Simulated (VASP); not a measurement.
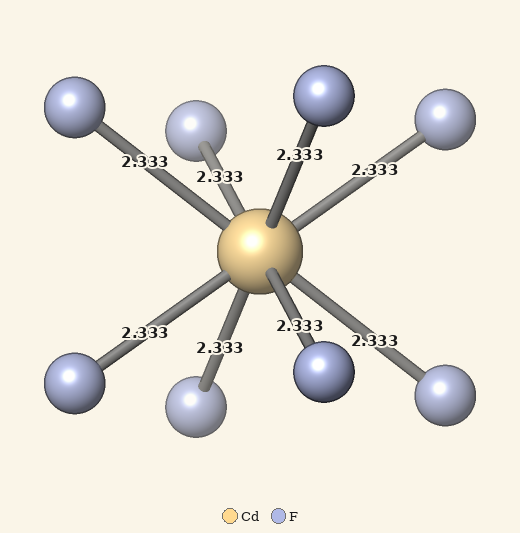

The surroundings of site Cd1 (at 0.000, 0.000, 0.000) in CdF2 (Fm-3m), with bond lengths in Å.

The cell is taken from an entry of the Crystallography Open Database, as set up for an electronic-structure calculation.

```xyz
12
Lattice="5.3880 0.0000 0.0000 0.0000 5.3880 0.0000 0.0000 0.0000 5.3880" Properties=species:S:1:pos:R:3 pbc="T T T"
Cd    0.0000    0.0000    0.0000
F     1.3470    1.3470    4.0410
F     1.3470    4.0410    4.0410
Cd    0.0000    2.6940    2.6940
F     1.3470    4.0410    1.3470
F     1.3470    1.3470    1.3470
Cd    2.6940    0.0000    2.6940
F     4.0410    1.3470    1.3470
F     4.0410    4.0410    1.3470
Cd    2.6940    2.6940    0.0000
F     4.0410    4.0410    4.0410
F     4.0410    1.3470    4.0410
```

Bond valence s = exp((R0 − d)/b), R0 fitted to published crystal structures with b = 0.37 Å; R0 in Å: Cd2+–F 1.802.

> Calculate the bond-valence sum of Cd1 from the bonds drawn.

8 × 0.238 = 1.90 v.u., against a formal valence of 2: a close match.

> And over the whole structure?

```tsv
site	x, y, z	formal valence	bond-valence sum	difference
Cd1	0.000, 0.000, 0.000	+2	1.92	-0.08
F1	0.250, 0.250, 0.750	−1	0.96	-0.04
```

These sums include all anions within 5 Å. The global instability index (root mean square of the differences over all atoms) is 0.06 v.u.: little strain. The cell was not relaxed for this table, and a volume that is off by a few per cent shifts all sums together.
